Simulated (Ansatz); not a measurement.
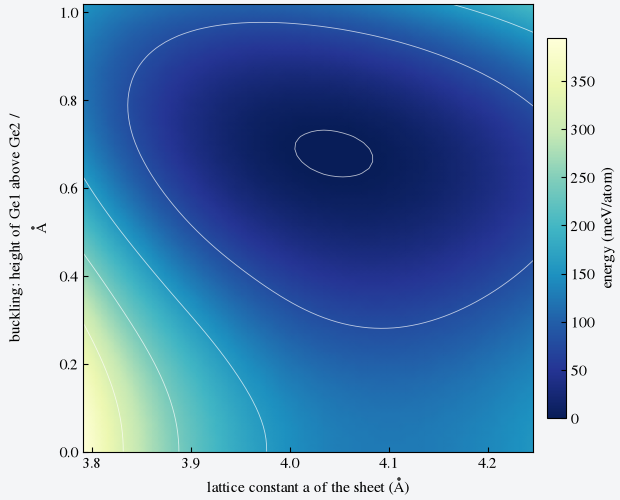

A two-dimensional sheet of Ge of the honeycomb type (2 atoms in the cell). 
- The lattice constant and the buckling of a sheet are varied, nothing relaxed.
- The first coordinate is: lattice constant a of the sheet (both vectors scaled alike); the second: buckling: height of Ge1 above Ge2.
- Grid: 8 × 8 points.
- Points are written as (first, second).
- All energies are given in meV/atom relative to the lowest grid point.
- Theory: DFT PBE, scalar-relativistic, plane waves, PAW (Ansatz 0.2.0). Settings: cutoff 420 eV, k-mesh 12×12×1, gaussian smearing 0.1 eV, no spin polarisation.

In the figure: a smooth colour map with a few white contour lines. Between grid points the surface is interpolated.

The lowest grid point is at (4.051 Å, 0.727 Å). No other kind of well shows on this grid. The highest grid point, (3.791 Å, 0.000 Å), lies 395 meV/atom above the lowest. Round the minimum the valley is somewhat tilted: raising the first coordinate shifts the best value of the second coordinate downwards (coupling k₁₂/√(k₁₁k₂₂) about 0.2).

The level of theory is changed to Ansatz, DFT PBE+D3(BJ), scalar-relativistic, plane waves, PAW; with it change the cell, relaxed at the new level (first cell vector 4.030 Å, before 4.051 Å); the new grid has 8 × 8 points, laid about the new relaxed structure.

What does this change do to the map?

The minimum (interpolated where it lies between grid points) moves from about (4.043 Å, 0.680 Å) to about (4.021 Å, 0.687 Å). The curvature at the minimum changes by less than a tenth (about 7.5) eV/Å² along the first coordinate and by less than a tenth (about 3.8) eV/Å² along the second coordinate (per cell).

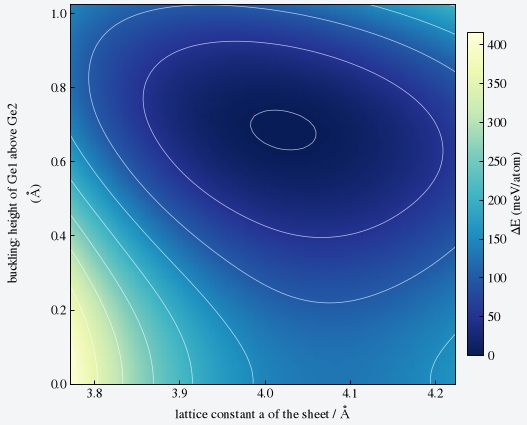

The map after the change, on a colour scale of its own. In the figure: a smooth colour map with a few white contour lines. Between grid points the surface is interpolated.

PAW datasets: the set soft_1.
